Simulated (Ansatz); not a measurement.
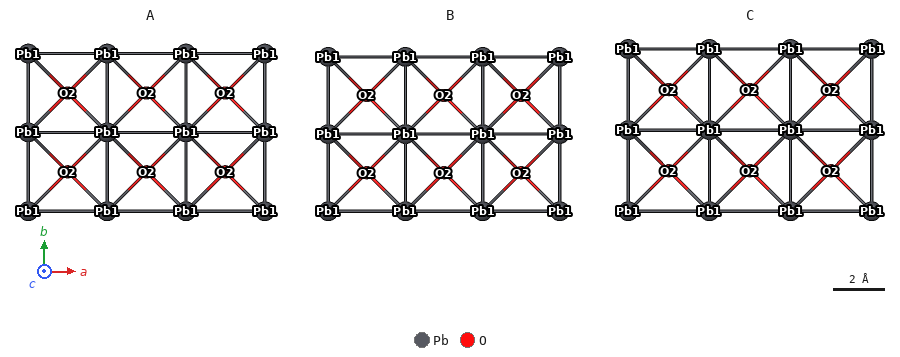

3 geometries from one relaxation of crystalline PbO (built on the CsCl type), in shuffled order. Style: ball-and-stick. Shown: the cell of the calculation, repeated 3 × 2 × 1 with one cell outlined, along the c axis.

Method: DFT, LDA, plane waves, PAW (Ansatz). (plane-wave cutoff 420 eV; k-point mesh 8 × 8 × 8; occupations fermi dirac; smearing width 0.02 eV; no spin polarisation; cell and atoms relaxed; force threshold 0.005 eV/Å)

### Order the frames from highest to lowest energy.

C, B, A. They are steps 0, 1, 7, at +38.8 meV per atom, +20.7 meV per atom relative to the last. After 5 accepted moves (7 points after the start) the energy has fallen by 38.8 meV per atom. All forces vanish by symmetry, so only the cell relaxes. The pressure goes from −8.38 to −0.01 GPa. The SCF was repeated twice at an unchanged geometry on a basis and grid sized afresh for the cell, which shifted the energy by 3.0 meV per atom at most. No atom moves by more than 0.005 Å relative to the cell. The volume changes by −8.2 %, with a = b = c 3.215 → 3.124 Å (−2.8 %). Some distances before and after: Pb1–Pb1 3.215 → 3.124 Å, Pb1–O2 2.784 → 2.706 Å. The space group stays Pm-3m (No. 221).
